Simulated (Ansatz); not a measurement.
```
CELL_PARAMETERS angstrom
4.39651 0.00000 0.00000
0.00000 4.39651 0.00000
0.00000 0.00000 4.39651
ATOMIC_POSITIONS crystal
Co 0.85491 0.64509 0.35491
Co 0.64509 0.35491 0.85491
Co 0.35491 0.85491 0.64509
Co 0.14509 0.14509 0.14509
Si 0.15727 0.34273 0.65727
Si 0.34273 0.65727 0.15727
Si 0.65727 0.15727 0.34273
Si 0.84273 0.84273 0.84273
```

Space group P2₁3; the program warned that a starting moment wasn't kept; spin-polarised, but the moments vanished.

Method: Kohn-Sham DFT of a periodic cell, BLYP with D4, Ansatz PAW (Ansatz).

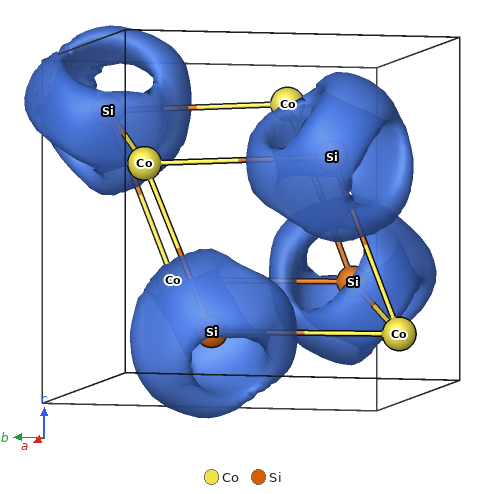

CoSi. Isosurface of the electron localisation function at 0.6 (blue), seen at an oblique angle. Core shells and regions of very low density are left out. Sticks mark near contacts.

In a PAW calculation such maps are meaningful between the atoms, not at the nuclei.

Where are the electrons localised?

The surface consists of four regions wrapped around Si (the valence shell of each), counted in one cell of 8 atoms. Any copies at cell faces, edges or corners count once.

Values along the shortest contacts:
Co–Si (2.30 Å): the ELF peaks at about 0.65 in the valence shell of Si, 0.9 Å from its nucleus, and is about 0.40 at the midpoint. Co–Si (2.41 Å): the ELF peaks at about 0.70 in the valence shell of Si, 0.9 Å from its nucleus, and is about 0.50 at the midpoint.

Does the calculation make it a metal, or give it a gap?

It is gapless in this calculation (a metal or semimetal).
